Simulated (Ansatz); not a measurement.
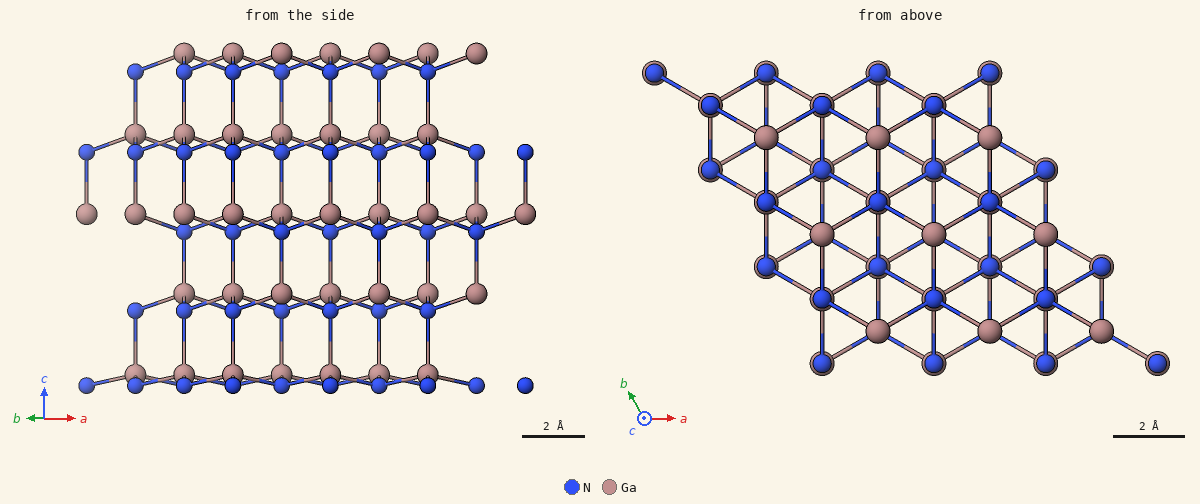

A ball-and-stick picture of a periodic slab, seen from the side and from above. The surface normal points up in side views; the vacuum is left out. 3×3 cells are drawn in the plane, with atoms at the edges repeated.

The cell holds 5 Ga, 5 N. The slab was cut from bulk GaN (F-43m).

**What is its extent along the surface normal?**

About 11 Å from the lowest to the highest atom.

**Which lattice plane is parallel to the surface?**

(1 1 1).

Level of theory and settings: DFT PBEsol, scalar-relativistic, plane waves, PAW (Ansatz 0.2.0), plane waves up to 420 eV, a 9×9×1 grid in reciprocal space, Gaussian smearing of 0.05 eV, no spin polarisation.

**What is the work function on either side?**

4.02 eV at the top and 6.48 eV at the bottom.

The structure was taken from a structure listed in the Materials Project, from which a slab was cut. The atoms were relaxed in a fixed cell with DFT PBEsol, scalar-relativistic, plane waves, PAW (Ansatz 0.2.0).
